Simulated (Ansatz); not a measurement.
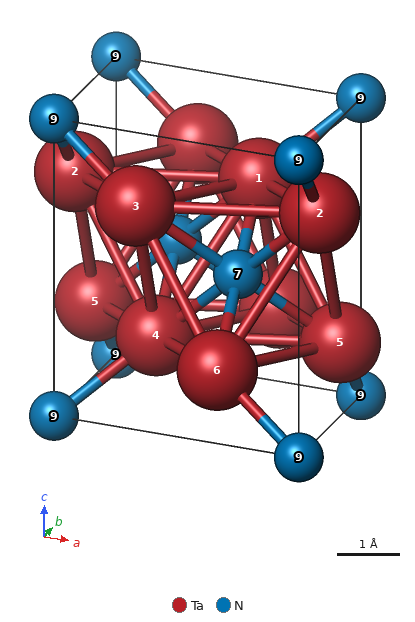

Fig. 1: The input geometry (ball-and-stick view of the cell of the calculation, seen slightly off an axis; atoms are numbered from 1 in the order of the input). An atom can appear more than once, as a periodic image. Near neighbours in the periodic cell (some may lie outside the picture): Ta has 3 N at 2.13 to 2.15 Å and 12 Ta at 3.00 to 3.04 Å; N has 6 Ta at 2.13 to 2.15 Å.

**Geometry relaxation of Ta2N (part 1 of 3)**

- system: Ta2N (P-31m, 9 atoms in the cell)
- method: DFT PBEsol, scalar-relativistic, plane waves, PAW (Ansatz 0.2.0)

The structure derives from a Materials Project entry. The run did not end well. It belongs to a series of runs on one base structure; here: elastic constants, atoms relaxed. Figures and captions count atoms from 1; the log counts them from 0 in places.

Output:
```
band count auto-derived: 61 (N_el = 93.0; filled up to band 47; 56 by the electrons, moments and atoms)
Engine: ansatz 0.2.0, x86_64-unknown-linux-gnu
Pseudopotentials: kind: paw
Pseudopotential: Ta, paw, valence charge 13, recommended cutoff 420 eV (normal), Ta.paw.azcp
Pseudopotential: N, paw, valence charge 5, recommended cutoff 420 eV (normal), N.paw.azcp
Functional definition: PBEsol
  exchange = pbesol_x
  correlation = pbesol_c
Crystal: 9 atoms, lattice volume = 117.943 Å³
Basis set: ecut = 420 eV, 2303 PW (Γ), exchange–correlation on 72×72×72 points (8 copies of the dense FFT grid, shifted against one another)
Bands: 61, of which v1, the nominal top of the filled ones, is band 47 counted from 1 (46 counted from 0)
Symmetry: 12 space group operations
Space group: P-31m (ITA 162), of the structure as read, at distance tolerance 4.9e-5 Å
k-points: 131 of 1152
Non-local potential: Ta, projectors of the file, l = 0: 3, l = 1: 2, l = 2: 2, l = 3: 1
Non-local potential: N, projectors of the file, l = 0: 2, l = 1: 2, l = 2: 1
PAW form: soft (Blöchl's): semilocal exchange-correlation on the pseudo side does not see the compensation charge
PAW frozen core: Ta, regenerated for the run's functional, and the local potential with it (the file was generated under x = pbe(κ = 0.804, μ = 0.2195149727645171), c = pbe(β = 0.06672455060314922))
PAW frozen core: N, regenerated for the run's functional, and the local potential with it (the file was generated under x = pbe(κ = 0.804, μ = 0.2195149727645171), c = pbe(β = 0.06672455060314922))
PAW one-centre angular grid: Ta, 590 points (default); XC on 64 Gauss nodes
PAW one-centre angular grid: N, 110 points (default); XC on 64 Gauss nodes
Initial density: superposition of atomic densities (neutral atoms: chi_scale 0, normalization atom), corrected by the library's trained network
Initial wavefunctions: pseudopotential atomic-orbital guess
Functional: x = pbesol(κ = 0.804, μ = 0.12345679012345678), c = pbesol(β = 0.046)
SCF iter   1: F=—  HF=-59984.069744 eV  |F-HF|=—  |Δ(HF+E_count)|=         —  Δρ=9.45e-3  dr2=9.13e-2  ethr=1.77e-3  ⟨swp⟩=5.0  Hψ=30169  notcnv=0
preconditioner: auto → Kerker (q_TF=auto, 2.622 Å⁻¹)  [metal: Δε(μ)=0.021 eV  Ē_g=8.750 eV  σ=0.150 eV  W_gap=0.04  n_scr=28 (ndim 8)  ℏωp=22.9 eV  f_vac=0.000  D(μ)=3.24/eV (n_scr^D=20)]
SCF iter   2: F=—  HF=-59984.052798 eV  |F-HF|=—  |Δ(HF+E_count)|=   1.69e-2  Δρ=3.87e-3  dr2=1.80e-2  ethr=9.82e-5  ⟨swp⟩=2.0  Hψ=10521  notcnv=0
SCF iter   3: F=—  HF=-59984.050481 eV  |F-HF|=—  |Δ(HF+E_count)|=   2.32e-3  Δρ=1.88e-3  dr2=5.40e-3  ethr=1.94e-5  ⟨swp⟩=1.0  Hψ=7995  notcnv=0
SCF iter   4: F=—  HF=-59984.049214 eV  |F-HF|=—  |Δ(HF+E_count)|=   1.27e-3  Δρ=2.76e-4  dr2=1.00e-4  ethr=5.81e-6  ⟨swp⟩=2.0  Hψ=9415  notcnv=0
SCF iter   5: F=—  HF=-59984.049219 eV  |F-HF|=—  |Δ(HF+E_count)|=   5.37e-6  Δρ=1.34e-4  dr2=1.88e-5  ethr=1.08e-7  ⟨swp⟩=2.0  Hψ=11004  notcnv=0
SCF iter   6: F=—  HF=-59984.049214 eV  |F-HF|=—  |Δ(HF+E_count)|=   5.45e-6  Δρ=2.57e-5  dr2=6.86e-7  ethr=2.02e-8  ⟨swp⟩=2.0  Hψ=10658  notcnv=0
SCF iter   7: F=—  HF=-59984.049214 eV  |F-HF|=—  |Δ(HF+E_count)|=   1.83e-7  Δρ=5.41e-6  dr2=3.43e-8  ethr=7.38e-10  ⟨swp⟩=2.0  Hψ=10725  notcnv=0
SCF iter   8: F=—  HF=-59984.049214 eV  |F-HF|=—  |Δ(HF+E_count)|=   7.83e-9  Δρ=8.87e-7  dr2=8.28e-10  ethr=3.69e-11  ⟨swp⟩=2.0  Hψ=10970  notcnv=0
SCF iter   9: F=—  HF=-59984.049214 eV  |F-HF|=—  |Δ(HF+E_count)|=  1.31e-10  Δρ=1.38e-7  dr2=3.96e-11  ethr=8.90e-13 (applied; sched 1.00e-12)  ⟨swp⟩=2.4  Hψ=12535  notcnv=0
SCF iter  10: F=—  HF=-59984.049214 eV  |F-HF|=—  |Δ(HF+E_count)|=  2.91e-11  Δρ=2.59e-8  dr2=2.05e-12  ethr=4.25e-14 (applied; sched 1.00e-12)  ⟨swp⟩=2.0  Hψ=10265  notcnv=0  defer=1
SCF iter  11: F=-59984.049214 eV  HF=-59984.049214 eV  |F-HF|=4.37e-11  |Δ(HF+E_count)|=  2.18e-11  Δρ=7.61e-9  dr2=9.03e-14  ethr=1.00e-12  ⟨swp⟩=3.3  Hψ=30846  notcnv=0
SCF 1 converged in 11 iterations: F = -59984.049214 eV  dr2 = 9.03e-14
  greatest PAW one-centre occupation: 1.000 electrons in one spin orbital (limit 2), on the Ta atom at site 3 (counted from 0), in its partial waves of l = 0
relax step   1: F+E_penalty+E_count = -59984.04921421 eV  Δ(F+E_penalty+E_count) = +0.000e0 eV  max|allowed force component| = 8.628e-5 eV/Å  Δτ_max = 0.0000 Å  (11 SCF iters, accepted)
Initial density: handed on by an earlier stage of this run
Initial wavefunctions: pseudopotential atomic-orbital guess (no wavefunctions were taken with the density)
iter 1 solved again at ethr=5.46e-8 eV; its pass at ethr=3.10e-3 eV (dr2=5.08e-5 eV) is discarded
SCF iter   1: F=—  HF=-59984.049194 eV  |F-HF|=—  |Δ(HF+E_count)|=         —  Δρ=2.49e-5  dr2=2.53e-6  ethr=5.46e-8  ⟨swp⟩=3.2  Hψ=51615  notcnv=0
preconditioner: auto → Kerker (q_TF=auto, 2.622 Å⁻¹)  [metal: Δε(μ)=0.016 eV  Ē_g=8.785 eV  σ=0.150 eV  W_gap=0.03  n_scr=28 (ndim 8)  ℏωp=22.9 eV  f_vac=0.000  D(μ)=3.25/eV (n_scr^D=20)]
SCF iter   2: F=—  HF=-59984.049214 eV  |F-HF|=—  |Δ(HF+E_count)|=   2.01e-5  Δρ=1.28e-5  dr2=7.91e-7  ethr=2.72e-9  ⟨swp⟩=2.1  Hψ=9119  notcnv=0
SCF iter   3: F=—  HF=-59984.049214 eV  |F-HF|=—  |Δ(HF+E_count)|=   2.04e-7  Δρ=5.17e-6  dr2=9.51e-8  ethr=8.51e-10  ⟨swp⟩=2.5  Hψ=12243  notcnv=0
SCF iter   4: F=—  HF=-59984.049214 eV  |F-HF|=—  |Δ(HF+E_count)|=   1.97e-8  Δρ=1.38e-6  dr2=2.96e-9  ethr=1.02e-10  ⟨swp⟩=2.0  Hψ=10648  notcnv=0
SCF iter   5: F=—  HF=-59984.049214 eV  |F-HF|=—  |Δ(HF+E_count)|=  9.46e-10  Δρ=2.85e-7  dr2=9.24e-11  ethr=3.19e-12  ⟨swp⟩=2.0  Hψ=10875  notcnv=0
SCF iter   6: F=—  HF=-59984.049214 eV  |F-HF|=—  |Δ(HF+E_count)|=  7.28e-12  Δρ=9.29e-8  dr2=9.86e-12  ethr=9.93e-14 (applied; sched 1.00e-12)  ⟨swp⟩=2.0  Hψ=11421  notcnv=0
SCF iter   7: F=—  HF=-59984.049214 eV  |F-HF|=—  |Δ(HF+E_count)|=  1.46e-11  Δρ=3.42e-8  dr2=1.21e-12  ethr=1.06e-14 (applied; sched 1.00e-12)  ⟨swp⟩=2.0  Hψ=10934  notcnv=0
SCF iter   8: F=-59984.049214 eV  HF=-59984.049214 eV  |F-HF|=4.37e-11  |Δ(HF+E_count)|=  4.37e-11  Δρ=6.49e-9  dr2=3.70e-14  ethr=1.00e-12  ⟨swp⟩=3.0  Hψ=27323  notcnv=0
SCF 2 converged in 8 iterations: F = -59984.049214 eV  dr2 = 3.70e-14
  greatest PAW one-centre occupation: 1.000 electrons in one spin orbital (limit 2), on the Ta atom at site 4 (counted from 0), in its partial waves of l = 0
relax step   2: F+E_penalty+E_count = -59984.04921421 eV  Δ(F+E_penalty+E_count) = -5.093e-11 eV  max|allowed force component| = 8.303e-5 eV/Å  Δτ_max = 0.0000 Å  (8 SCF iters, accepted)
Initial wavefunctions: those handed on with the density
iter 1 solved again at ethr=1.22e-12 eV; its pass at ethr=3.10e-3 eV (dr2=1.13e-9 eV) is discarded
SCF iter   1: F=—  HF=-59984.049194 eV  |F-HF|=—  |Δ(HF+E_count)|=         —  Δρ=6.90e-7  dr2=1.42e-9  ethr=1.22e-12  ⟨swp⟩=2.4  Hψ=34652  notcnv=0
SCF iter   2: F=—  HF=-59984.049214 eV  |F-HF|=—  |Δ(HF+E_count)|=   2.00e-5  Δρ=4.22e-7  dr2=6.25e-10  ethr=1.22e-12  ⟨swp⟩=2.0  Hψ=14468  notcnv=0
SCF iter   3: F=—  HF=-59984.049214 eV  |F-HF|=—  |Δ(HF+E_count)|=  1.09e-10  Δρ=3.11e-7  dr2=1.46e-10  ethr=6.72e-13 (applied; sched 1.00e-12)  ⟨swp⟩=2.0  Hψ=10858  notcnv=0
SCF iter   4: F=—  HF=-59984.049214 eV  |F-HF|=—  |Δ(HF+E_count)|=  2.18e-11  Δρ=1.22e-7  dr2=1.35e-11  ethr=1.57e-13 (applied; sched 1.00e-12)  ⟨swp⟩=2.0  Hψ=10822  notcnv=0
SCF iter   5: F=—  HF=-59984.049214 eV  |F-HF|=—  |Δ(HF+E_count)|=  2.18e-11  Δρ=4.55e-8  dr2=7.08e-13  ethr=1.45e-14 (applied; sched 1.00e-12)  ⟨swp⟩=2.0  Hψ=10849  notcnv=0
SCF iter   6: F=-59984.049214 eV  HF=-59984.049214 eV  |F-HF|=5.82e-11  |Δ(HF+E_count)|=  7.28e-12  Δρ=5.41e-9  dr2=1.70e-14  ethr=1.00e-12  ⟨swp⟩=3.0  Hψ=27772  notcnv=0
SCF 3 converged in 6 iterations: F = -59984.049214 eV  dr2 = 1.70e-14
  greatest PAW one-centre occupation: 1.000 electrons in one spin orbital (limit 2), on the Ta atom at site 5 (counted from 0), in its partial waves of l = 0
relax step   3: F+E_penalty+E_count = -59984.04921421 eV  Δ(F+E_penalty+E_count) = -7.203e-10 eV  max|allowed force component| = 2.188e-6 eV/Å  Δτ_max = 0.0000 Å  (6 SCF iters, accepted)
iter 1 solved again at ethr=4.61e-8 eV; its pass at ethr=3.10e-3 eV (dr2=4.29e-5 eV) is discarded
SCF iter   1: F=—  HF=-59984.049194 eV  |F-HF|=—  |Δ(HF+E_count)|=         —  Δρ=6.14e-7  dr2=3.00e-10  ethr=4.61e-8  ⟨swp⟩=3.4  Hψ=51929  notcnv=0
eigensolver tolerance schedule: the retry pair's looser diagonalisation over-reported the residual by 142813.18 of it (diagonalisation noise at an unbounded share of the residual, at the tolerance the schedule requests for it); recorded, not acted on — ethr = c·dr2/N_el stays at c = 1.0e-1
SCF iter   2: F=—  HF=-59984.049214 eV  |F-HF|=—  |Δ(HF+E_count)|=   1.98e-5  Δρ=3.09e-7  dr2=7.20e-11  ethr=3.23e-13 (applied; sched 1.00e-12)  ⟨swp⟩=4.0  Hψ=22519  notcnv=0
SCF iter   3: F=—  HF=-59984.049214 eV  |F-HF|=—  |Δ(HF+E_count)|=  1.46e-11  Δρ=1.93e-7  dr2=2.79e-11  ethr=7.74e-14 (applied; sched 1.00e-12)  ⟨swp⟩=1.0  Hψ=8106  notcnv=0
SCF iter   4: F=—  HF=-59984.049214 eV  |F-HF|=—  |Δ(HF+E_count)|=  3.64e-11  Δρ=1.31e-7  dr2=1.32e-11  ethr=3.00e-14 (applied; sched 1.00e-12)  ⟨swp⟩=1.0  Hψ=7991  notcnv=0
SCF iter   5: F=—  HF=-59984.049214 eV  |F-HF|=—  |Δ(HF+E_count)|=  2.91e-11  Δρ=8.95e-8  dr2=6.30e-12  ethr=1.42e-14 (applied; sched 1.00e-12)  ⟨swp⟩=1.0  Hψ=7991  notcnv=0
SCF iter   6: F=—  HF=-59984.049214 eV  |F-HF|=—  |Δ(HF+E_count)|=  1.46e-11  Δρ=6.95e-8  dr2=3.83e-12  ethr=6.78e-15 (applied; sched 1.00e-12)  ⟨swp⟩=1.0  Hψ=7991  notcnv=0
SCF iter   7: F=—  HF=-59984.049214 eV  |F-HF|=—  |Δ(HF+E_count)|=    0.00e0  Δρ=5.99e-8  dr2=2.85e-12  ethr=4.11e-15 (applied; sched 1.00e-12)  ⟨swp⟩=1.0  Hψ=7991  notcnv=0
SCF iter   8: F=—  HF=-59984.049214 eV  |F-HF|=—  |Δ(HF+E_count)|=  2.18e-11  Δρ=4.39e-8  dr2=1.52e-12  ethr=3.06e-15 (applied; sched 1.00e-12)  ⟨swp⟩=1.0  Hψ=7991  notcnv=0
SCF iter   9: F=—  HF=-59984.049214 eV  |F-HF|=—  |Δ(HF+E_count)|=    0.00e0  Δρ=1.81e-8  dr2=2.61e-13  ethr=1.63e-15 (applied; sched 1.00e-12)  ⟨swp⟩=3.0  Hψ=13854  notcnv=0
SCF iter  10: F=-59984.049214 eV  HF=-59984.049214 eV  |F-HF|=2.18e-11  |Δ(HF+E_count)|=  1.46e-11  Δρ=1.98e-10  dr2=6.78e-17  ethr=1.00e-12  ⟨swp⟩=2.0  Hψ=28060  notcnv=0
SCF 4 converged in 10 iterations: F = -59984.049214 eV  dr2 = 6.78e-17
Crystal: 9 atoms, lattice volume = 117.353 Å³
Basis set: ecut = 420 eV, 2275 PW (Γ), exchange–correlation on 72×72×72 points (8 copies of the dense FFT grid, shifted against one another)
Symmetry: 4 space group operations
k-points: 320 of 1152
iter 1 solved again at ethr=6.28e-5 eV; its pass at ethr=3.10e-3 eV (dr2=5.84e-2 eV) is discarded
SCF iter   1: F=—  HF=-59984.072877 eV  |F-HF|=—  |Δ(HF+E_count)|=         —  Δρ=8.20e-3  dr2=5.84e-2  ethr=6.28e-5  ⟨swp⟩=1.0  Hψ=96580  notcnv=0
preconditioner: auto → Kerker (q_TF=auto, 2.625 Å⁻¹)  [metal: Δε(μ)=0.004 eV  Ē_g=8.843 eV  σ=0.150 eV  W_gap=0.01  n_scr=28 (ndim 8)  ℏωp=23.0 eV  f_vac=0.000  D(μ)=3.23/eV (n_scr^D=20)]
SCF iter   2: F=—  HF=-59984.052944 eV  |F-HF|=—  |Δ(HF+E_count)|=   1.99e-2  Δρ=4.39e-3  dr2=1.77e-2  ethr=6.28e-5  ⟨swp⟩=1.2  Hψ=20619  notcnv=0
SCF iter   3: F=—  HF=-59984.044477 eV  |F-HF|=—  |Δ(HF+E_count)|=   8.47e-3  Δρ=3.32e-4  dr2=8.52e-5  ethr=1.91e-5  ⟨swp⟩=2.2  Hψ=33294  notcnv=0
SCF iter   4: F=—  HF=-59984.044471 eV  |F-HF|=—  |Δ(HF+E_count)|=   5.86e-6  Δρ=8.30e-5  dr2=7.00e-6  ethr=9.16e-8  ⟨swp⟩=2.0  Hψ=32855  notcnv=0
SCF iter   5: F=—  HF=-59984.044470 eV  |F-HF|=—  |Δ(HF+E_count)|=   1.04e-6  Δρ=3.30e-5  dr2=1.37e-6  ethr=7.53e-9  ⟨swp⟩=2.0  Hψ=26784  notcnv=0
SCF iter   6: F=—  HF=-59984.044470 eV  |F-HF|=—  |Δ(HF+E_count)|=   2.93e-7  Δρ=8.03e-6  dr2=5.64e-8  ethr=1.48e-9  ⟨swp⟩=2.0  Hψ=26480  notcnv=0
SCF iter   7: F=—  HF=-59984.044470 eV  |F-HF|=—  |Δ(HF+E_count)|=   1.04e-8  Δρ=1.57e-6  dr2=4.48e-9  ethr=6.06e-11  ⟨swp⟩=2.0  Hψ=26686  notcnv=0
SCF iter   8: F=—  HF=-59984.044470 eV  |F-HF|=—  |Δ(HF+E_count)|=  8.44e-10  Δρ=4.26e-7  dr2=2.72e-10  ethr=4.82e-12  ⟨swp⟩=2.0  Hψ=23767  notcnv=0
SCF iter   9: F=—  HF=-59984.044470 eV  |F-HF|=—  |Δ(HF+E_count)|=  7.28e-11  Δρ=9.88e-8  dr2=1.54e-11  ethr=2.93e-13 (applied; sched 1.00e-12)  ⟨swp⟩=2.0  Hψ=26221  notcnv=0
SCF iter  10: F=—  HF=-59984.044470 eV  |F-HF|=—  |Δ(HF+E_count)|=  7.28e-12  Δρ=5.80e-8  dr2=3.90e-12  ethr=1.66e-14 (applied; sched 1.00e-12)  ⟨swp⟩=2.0  Hψ=27143  notcnv=0
SCF iter  11: F=-59984.044470 eV  HF=-59984.044470 eV  |F-HF|=0.00e0  |Δ(HF+E_count)|=  7.28e-12  Δρ=1.02e-8  dr2=9.03e-14  ethr=1.00e-12  ⟨swp⟩=3.7  Hψ=70514  notcnv=0
SCF 5 converged in 11 iterations: F = -59984.044470 eV  dr2 = 9.03e-14
relax step   1: F+E_penalty+E_count = -59984.04446986 eV  Δ(F+E_penalty+E_count) = +0.000e0 eV  max|allowed force component| = 2.239e-2 eV/Å  Δτ_max = 0.0000 Å  (11 SCF iters, accepted)
iter 1 solved again at ethr=7.74e-8 eV; its pass at ethr=3.10e-3 eV (dr2=7.20e-5 eV) is discarded
```
